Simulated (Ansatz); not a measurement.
One cell, run at 5 values of the response cutoff (empty bands raised with it).
LiF (Fm-3m, 2 atoms in the cell); Ansatz, G0W0@PBE, full frequency by contour deformation, norm-conserving pseudopotentials; cutoff 1320 eV, 2×2×2 k-mesh.
Dashed lines or grey bands mark the tolerance: 0.05 eV.
Values: 180 eV, 280 eV, 350 eV, 444.7 eV and 706.7 eV.

> How do the results converge (to 0.05 eV)?

The quasiparticle gap at the last setting but one, 444.7 eV, is still more than 0.05 eV from the largest setting's value, so the scan doesn't show it converged. It is 12.64 eV at 180 eV, 12.94 eV at 350 eV, 13.00 eV at 444.7 eV and 13.08 eV at 706.7 eV. Sums over empty states and plane waves converge slowly, so an extrapolation is needed. On so coarse a k-mesh the values belong to these settings and aren't the crystal's converged gap. The potentials or cutoffs used are known to leave an error of their own, so the limit of this scan isn't the converged value for the crystal.

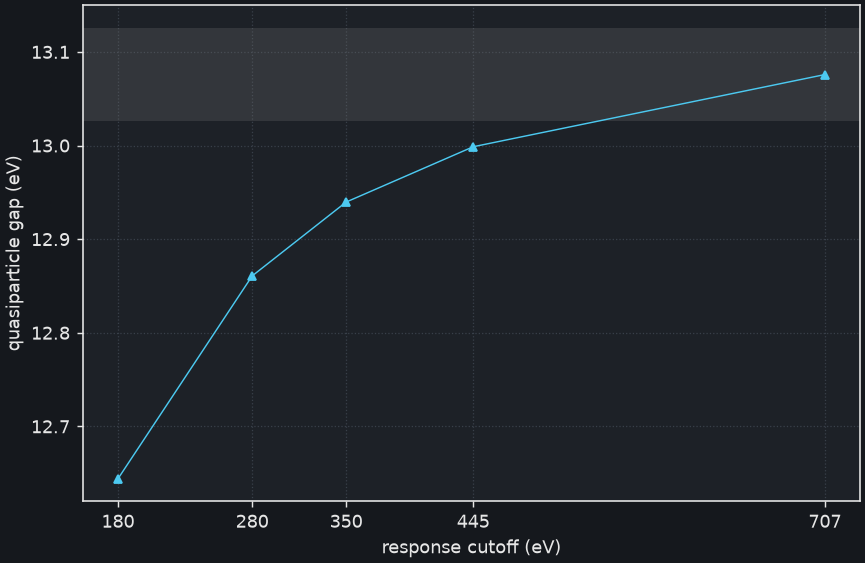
